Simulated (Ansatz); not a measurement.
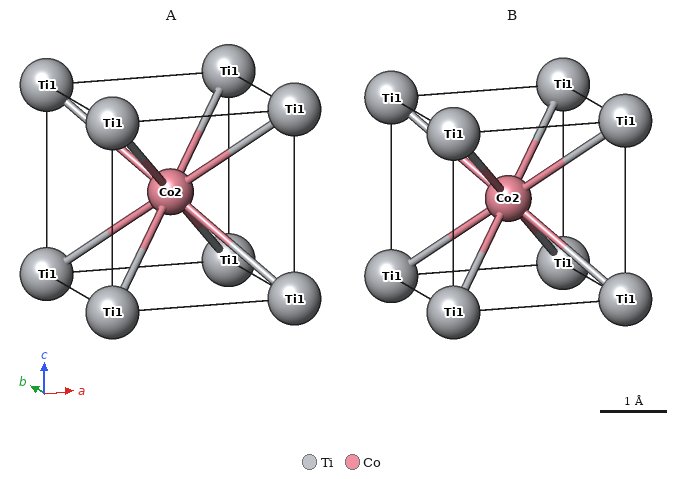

Two geometries of crystalline TiCo (a generated structure, set up in Pm-3m) (coarse preliminary run), drawn at one scale. One is the start of a relaxation, the other its converged end. The picture is a ball-and-stick view of the cell of the calculation, seen slightly off an axis.

All numbers below come from Ansatz, DFT PBE, scalar-relativistic, plane waves, PAW. (plane-wave cutoff 420 eV; k-point mesh 6 × 6 × 6; occupations gaussian; smearing width 0.1 eV; collinear spin; cell and atoms relaxed; force threshold 0.04 eV/Å; at most 70 steps)

> Which one is relaxed?

Structure A is the relaxed one. No atom moves by more than 0.005 Å relative to the cell. The drawn cell changes as follows: a = b = c 2.809 → 2.974 Å (+5.9 %); the volume changes by +18.7 %. Among the contacts that change: Ti1–Ti1 2.809 → 2.974 Å, Ti1–Co2 2.433 → 2.576 Å. The space group stays Pm-3m (No. 221). The energy falls by 244 meV per atom in 4 accepted moves (6 points after the start). All forces vanish by symmetry, so only the cell relaxes. The pressure goes from 43.72 to 0.14 GPa. At 2 points the geometry stayed and the basis and grid were re-selected for the new cell (energy shift of 5.7 meV per atom at most each time). The program noted that the starting moments weren't kept.

Limits of the set-up: the k-point mesh is coarse for a cell with partly filled bands.
